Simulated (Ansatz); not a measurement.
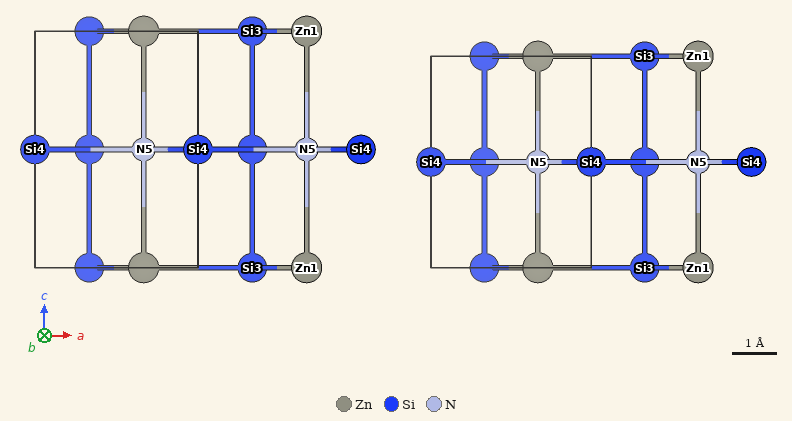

Two geometries of solid ZnSi3N (a generated structure, set up in P-6m2) (coarse preliminary run), drawn at one scale. One is the start of a relaxation, the other its converged end. A ball-and-stick model of the cell of the calculation, repeated 2 × 1 × 1 with one cell outlined, seen along the b axis.

These are results of DFT PBE, scalar-relativistic, plane waves, PAW in Ansatz 0.2.0, not measurements. Set-up: plane-wave cutoff 420 eV; k-point mesh 6 × 6 × 4; occupations gaussian; smearing width 0.1 eV; no spin polarisation; cell and atoms relaxed; force threshold 0.04 eV/Å; at most 70 steps.

### Which one is relaxed?

The right one is the relaxed one. After 4 accepted moves (5 points after the start) the energy has fallen by 70.8 meV per atom. All forces vanish by symmetry, so only the cell relaxes. Pressure: −8.07 GPa at the start and −0.20 GPa at the end. The SCF was repeated once at an unchanged geometry on a basis and grid sized afresh for the cell, which shifted the energy by 1.0 meV per atom at most. The atoms keep their places relative to the cell (all moves are under 0.005 Å). The drawn cell changes as follows: a = b 4.293 → 4.221 Å (−1.7 %), c 5.394 → 4.823 Å (−10.6 %); the volume changes by −13.6 %. Some distances before and after: N–Zn 2.697 → 2.412 Å, Si–Si 2.697 → 2.412 Å, Si–Si 2.479 → 2.437 Å, N–Si 2.479 → 2.437 Å. The space group stays P-6m2 (No. 187).
